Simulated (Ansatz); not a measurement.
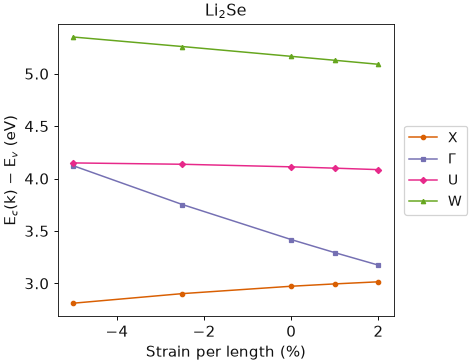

Lowest conduction level at each named k point, counted from the valence-band top at Γ. The names follow the standardised cell of this lattice; in reduced coordinates of the cell that was run, X is (0.5, 0, 0.5), U is (0.625, 0.25, 0.625) and W is (0.5, 0.25, 0.75).

System: antifluorite-type Li2Se, space group Fm-3m (No. 225), 3 atoms in the primitive cell, relaxed with r2SCAN; unstrained, cubic a = 5.987 Å. All lengths are scaled by the strain listed; symmetry fixes the atoms. Points keep the names and reduced coordinates of the unstrained primitive cell. Computed with Ansatz 0.2.0: PBE, Ansatz PAW set, no spin polarisation, no spin-orbit coupling, 8×8×8 k mesh, 420 eV cutoff, Fermi-Dirac smearing of 0.02 eV.

How does each level move from −5 % to +2 %?

X rises by 0.21 eV, Γ falls by 0.95 eV, U falls by 0.06 eV and W falls by 0.26 eV.

How fast do the levels move with strain?

Straight lines through the points have slopes of +29 at X, −136 at Γ, −9 at U and −37 at W (meV for each 1 % of strain).

Which of these conduction levels is lowest, and does that change?

The lowest is the one at X, over the whole range, so among these points the gap stays indirect.

The values:
```
strain  X (eV)  Γ (eV)  U (eV)  W (eV)
  −5 %    2.81    4.12    4.15    5.35
−2.5 %    2.90    3.75    4.14    5.26
   0 %    2.97    3.42    4.11    5.17
  +1 %    3.00    3.29    4.10    5.13
  +2 %    3.02    3.17    4.09    5.09
```

Spin-orbit coupling is left out, which matters for Se. LDA, GGA and most meta-GGA functionals understate gaps. The cell was built by a generator and needn't be a form met in nature.
